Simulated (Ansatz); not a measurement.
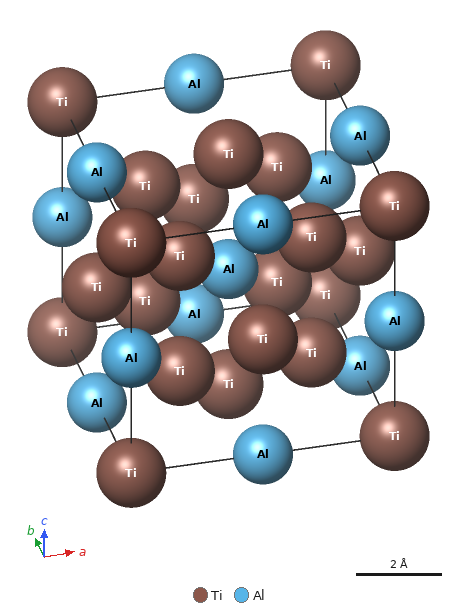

This is a crystal of Ti$_{3}$Al (set up in Fm-3m). Style: spheres-only. Shown: the conventional cell (4 times the calculation's cell), from a free direction. Lengths and directions refer to the drawn axes.

Level of theory: Ansatz, DFT PBE, scalar-relativistic, plane waves, PAW. Set-up: plane-wave cutoff 420 eV; k-point mesh 12 × 12 × 12; occupations gaussian; smearing width 0.1 eV; collinear spin.

Change: All lengths are scaled by −3.1 % (volume −9.0 %), the atoms keeping their fractional coordinates. No relaxation follows.

Q: What is the effect?

A: The energy rises by 53.1 meV per atom. The pressure goes from 0.0 to 12.2 GPa. All forces vanish by symmetry. The absolute magnetisation per cell goes from 2.05 to 1.65 μB (net moment 1.97 and 1.58 μB). Both are metals. Among the bonded contacts that change: Ti–Ti 3.231 → 3.131 Å, Al–Ti 3.231 → 3.131 Å, Ti–Ti 2.798 → 2.711 Å, Al–Ti 2.798 → 2.711 Å. The space group stays Fm-3m (No. 225).

Drawn alike, the variant:

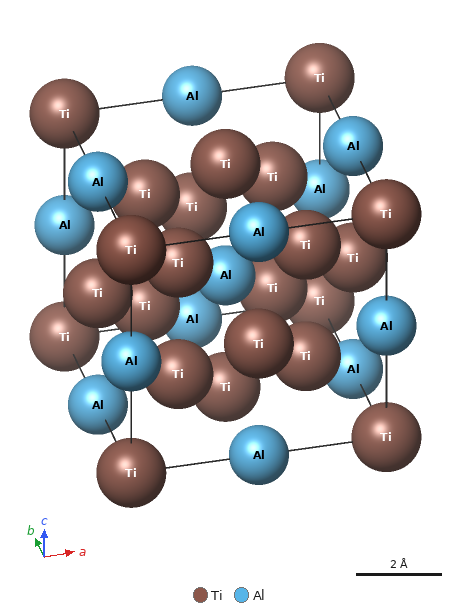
